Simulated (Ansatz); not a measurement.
# Energy of SiC along an even scaling of the cell

System: SiC (F-43m, 2 atoms in the cell).
Method: DFT PBE, scalar-relativistic, plane waves, PAW, no spin polarisation (Ansatz 0.2.0).

The 7 runs differ only in the geometry, by an even scaling of the cell at fixed fractional positions. The structure derives from an entry of the Crystallography Open Database.

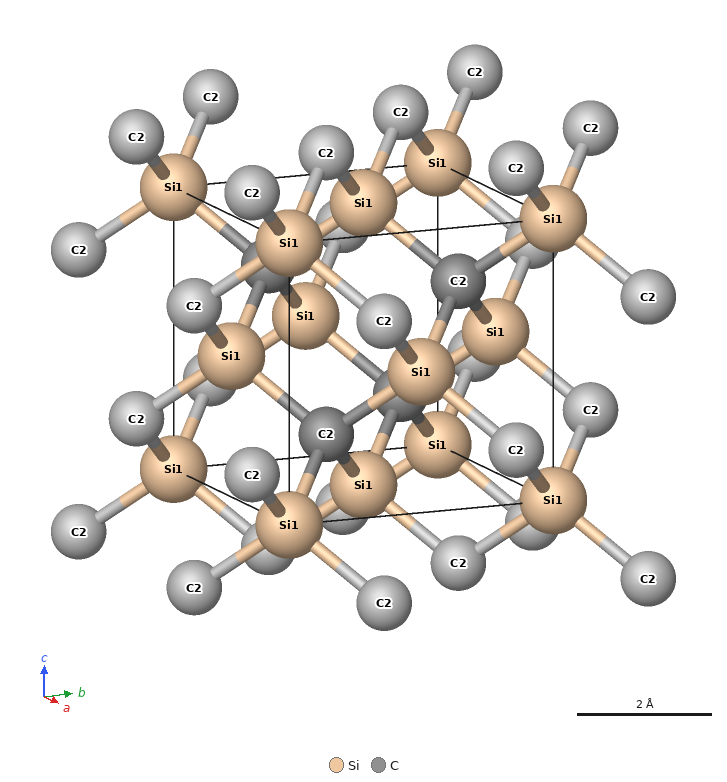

Figure 1. The structure of run 4 (ball-and-stick view of the cell 4 times as large as that of the calculation, set on its symmetry axes, seen slightly off an axis; neighbours outside the cell are drawn fainter; atoms are numbered from 1 in the order of the input).

## Input of run 4
```yaml
crystal:
  lattice:
    - [0.0, 2.1677462021, 2.1677462021]
    - [2.1677462021, 0.0, 2.1677462021]
    - [2.1677462021, 2.1677462021, 0.0]
  atoms:
    - { symbol: Si, position: [0.0, 0.0, 0.0] }
    - { symbol: C, position: [0.25, 0.25, 0.25] }
basis:
  ecutwfc: 420
kpoints:
  mp_grid: { grid: [10, 10, 10] }
hamiltonian:
  xc: pbe
scf:
  occupations: { method: gaussian, width: 0.02 }
output:
  forces: true
  stress: true
  eigenvalues: true
```

Command:
```bash
ansatz run input.yaml --threads 1 --pin off --max-ram 2560MiB --backend cpu --events-out ev --progress --plain --runs-dir out
```

Lattice vectors (Å) and fractional positions of run 4:
```
   0.000000    2.167746    2.167746
   2.167746    0.000000    2.167746
   2.167746    2.167746    0.000000
Si  0.000000  0.000000  0.000000
C   0.250000  0.250000  0.250000
```

Run 5 differs from it as follows:
```diff
-    - [0.0, 2.1677462021, 2.1677462021]
-    - [2.1677462021, 0.0, 2.1677462021]
-    - [2.1677462021, 2.1677462021, 0.0]
+    - [0.0, 2.2115508567, 2.2115508567]
+    - [2.2115508567, 0.0, 2.2115508567]
+    - [2.2115508567, 2.2115508567, 0.0]
```

## Results, with one run withheld

```csv
run,volume per atom (Å³),"free energy per atom, from the lowest run given (meV)",pressure (GPa),gap on the mesh (eV)
1,9.241,116.90,34.82,1.25
2,9.556,59.24,24.09,1.28
3,9.871,21.16,14.85,1.31
4,10.187,0.00,6.88,1.35
5,10.817,?,?,?
6,11.132,16.19,−11.04,1.42
7,11.552,52.87,−16.76,1.45
```

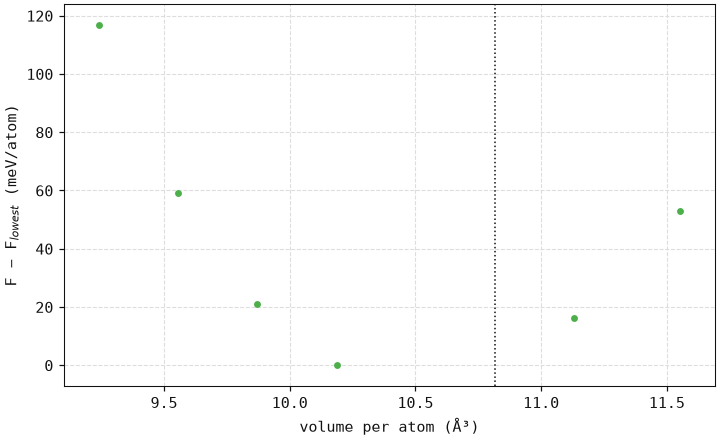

Figure 2. Free energy per atom of the runs given; the dotted line marks run 5.

Estimate the energy of run 5 from the others.

A cubic polynomial in V^(−2/3) (the Birch–Murnaghan form), fitted to the 6 runs given, misses them by at most 0.02 meV per atom. With x = V^(−2/3) − 0.21259 Å⁻², it reads F = −0.63215 + 2920.5 x + 3.5893e+05 x² − 65608 x³ (meV per atom). At run 5 it gives −0.60 meV per atom, and the run itself gives −0.64. The slope of the fit gives a pressure −dF/dV of −5.92 GPa there, and the run prints −5.93 GPa. The fit has its minimum at 10.502 Å³ per atom, where V d²F/dV² gives 212 GPa: the bulk modulus at this level, since symmetry fixes the shape and the positions. The gap on the mesh goes, without turning, from 1.25 eV in run 1 to 1.45 eV in run 7; run 5 has 1.40 eV. These are gaps of this functional on this mesh, which can miss the band edges; they aren't the measured gap.

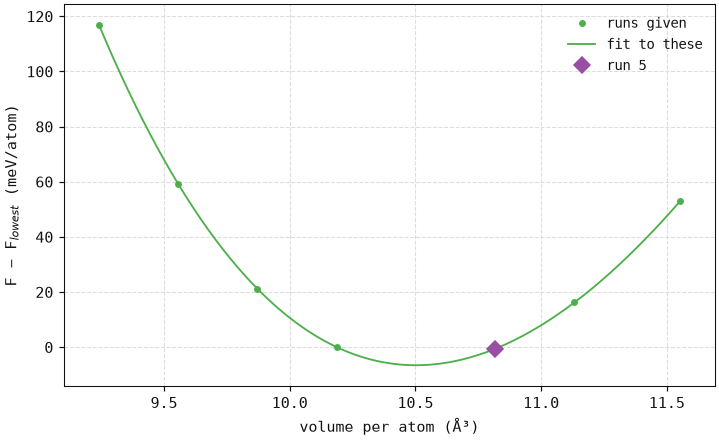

Figure 3. The fit and the withheld run.

## Output, shortened to warnings, some set-up lines, iterations and results (run 5)
```
Basis set: ecut = 420 eV, 411 PW (Γ), exchange–correlation on 48×48×48 points (8 copies of the dense FFT grid, shifted against one another)
Symmetry: 24 space group operations
k-points: 47 of 1000 (time reversal used)
Initial density: superposition of atomic densities (neutral atoms: chi_scale 0, normalization atom), corrected by the library's trained network
[...]
SCF iter   1: F=—  HF=-887.148397 eV  |F-HF|=—  |Δ(HF+E_count)|=         —  Δρ=2.68e-3  dr2=1.76e-3  ethr=1.77e-3  ⟨swp⟩=6.1  Hψ=3168  notcnv=0
SCF iter   2: F=—  HF=-887.148195 eV  |F-HF|=—  |Δ(HF+E_count)|=   2.02e-4  Δρ=1.02e-3  dr2=1.69e-4  ethr=2.20e-5  ⟨swp⟩=2.6  Hψ=1067  notcnv=0
SCF iter   3: F=—  HF=-887.148180 eV  |F-HF|=—  |Δ(HF+E_count)|=   1.51e-5  Δρ=3.81e-4  dr2=9.36e-6  ethr=2.11e-6  ⟨swp⟩=2.6  Hψ=545  notcnv=0
SCF iter   4: F=—  HF=-887.148206 eV  |F-HF|=—  |Δ(HF+E_count)|=   2.59e-5  Δρ=4.50e-5  dr2=4.33e-7  ethr=1.17e-7  ⟨swp⟩=2.2  Hψ=542  notcnv=0
SCF iter   5: F=-887.148206 eV  HF=-887.148206 eV  |F-HF|=1.77e-9  |Δ(HF+E_count)|=   1.43e-7  Δρ=3.26e-6  dr2=1.35e-9  ethr=5.42e-9  ⟨swp⟩=2.2  Hψ=535  notcnv=0
SCF iter   6: F=-887.148206 eV  HF=-887.148206 eV  |F-HF|=2.05e-11  |Δ(HF+E_count)|=   2.41e-9  Δρ=5.66e-7  dr2=5.86e-11  ethr=1.69e-11  ⟨swp⟩=1.6  Hψ=1135  notcnv=0
SCF 1 converged in 6 iterations: F = -887.148206 eV  dr2 = 5.86e-11
SCF converged after 6 iterations
Free energy (F): -887.148206 eV
Harris-Foulkes:  -887.148206 eV  (|F-HF|=2.05e-11)
Internal energy: -887.148206 eV  (E = F + TS)
E sigma→0 (E₀):  -887.148206 eV
Fermi energy:    9.628064 eV
--- Per-component energies (eV) ---
  E_band       = 25.200359
  E_kinetic    = 133.356035
  E_local      = -107.126060  (includes V_loc(G=0)·N_el)
  E_nonlocal   = 51.318168
  E_hartree    = 32.499024
  E_xc         = -104.718026
  E_vxc        = -108.346447  (∫ρ·V_xc dr)
  E_paw        = -611.885189  (= ΣΔE_a)
  E_vpaw       = -8.999339  (= ΣTr[D̂ρ^β])
  E_aug_tail   = 0.000013  (compensation charges beyond the density's cutoff)
  E_ewald      = -280.592171
  E_smearing   = -0.000000  (= −TS)
  E_closure    = 0.000000  (closes the sum)
  Σ components = -887.148206   (vs F -887.148206, Δ=0.00e0)
--- Forces (eV/Å), atoms counted from 1 ---
  atom   1  Si     0.00000000    -0.00000000     0.00000000
  atom   2  C     -0.00000000     0.00000000     0.00000000
  max |Σ_I F_I| component: 1.02e-16 eV/Å
--- Stress (GPa, compression-positive) ---
       -5.930245       0.000000      -0.000000
       -0.000000      -5.930245       0.000000
       -0.000000       0.000000      -5.930245
  P = ⅓ Tr σ = -5.9302 GPa (-59.302 kbar)
```
